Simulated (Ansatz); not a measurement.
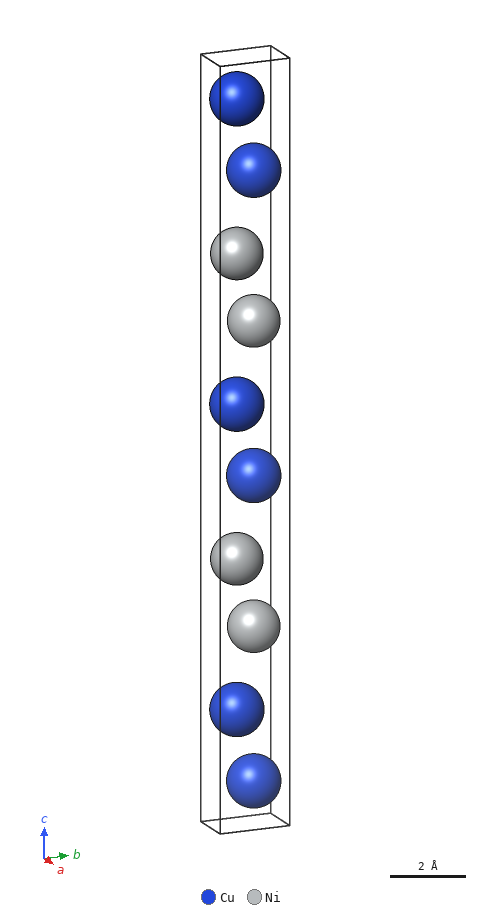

View slightly off an axis, drawn as a spheres-only model. The lines enclose the conventional unit cell; boundary atoms appear with their images. Cell: a = 2.52 Å, b = 2.52 Å, c = 20.85 Å, α = 90.00°, β = 90.00°, γ = 120.00°.

The structure was taken from a structure type filled with these elements by a generator (whether the compound takes this form wasn't checked). Earlier steps of the study, as a rule a relaxation of our own, may have changed the cell and positions, so they can lie some per cent off the listed ones. It went into a calculation with Ansatz.

Q: Caption:

A: It has the composition Cu₃Ni₂. It takes space group P-3m1 (No. 164) on a primitive hexagonal lattice. The cell has 10 atoms, namely 6 Cu, 4 Ni. The Ni atoms are each bonded to nine Ni and three Cu in an anticuboctahedral arrangement (about 2.5 Å to Ni, 2.5 Å to Cu). Cu takes three kinds of site: 2d with nine Cu and three Ni in an anticuboctahedral arrangement (about 2.5 to 2.6 Å to Cu, 2.5 Å to Ni); 2d with twelve Cu in an anticuboctahedral arrangement at about 2.5 to 2.6 Å; 2d with nine Cu and three Ni in an anticuboctahedral arrangement (about 2.5 to 2.6 Å to Cu, 2.5 Å to Ni).

Run with DFT PBE, scalar-relativistic, plane waves, PAW (Ansatz) and these settings: 420 eV cutoff, an 18×18×2 k-point grid, Gaussian smearing of 0.1 eV, no spin polarisation (a spin-restricted run, not always the ground state).

Q: Does it come out as a metal, or with a gap?

A: A metal: bands cross the Fermi level.

Q: State the Bader charges by element.

A: Cu +0.02 e; Ni -0.02 e.

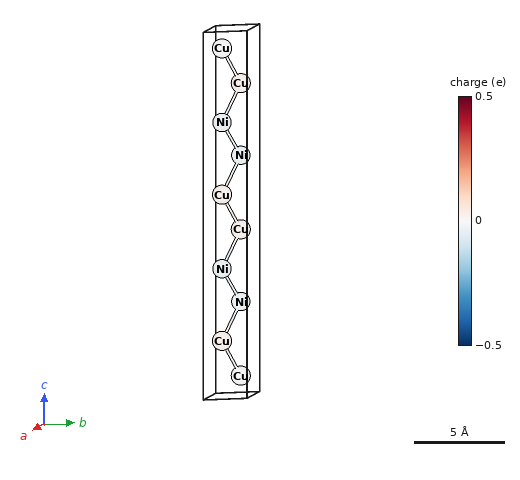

The atoms coloured by those charges. The run's cell of 10 atoms is drawn.

Q: Are forces and stress small enough to call this relaxed?

A: Yes. The largest force is 0.01 eV/Å. The pressure is 0.0 GPa, close to zero.
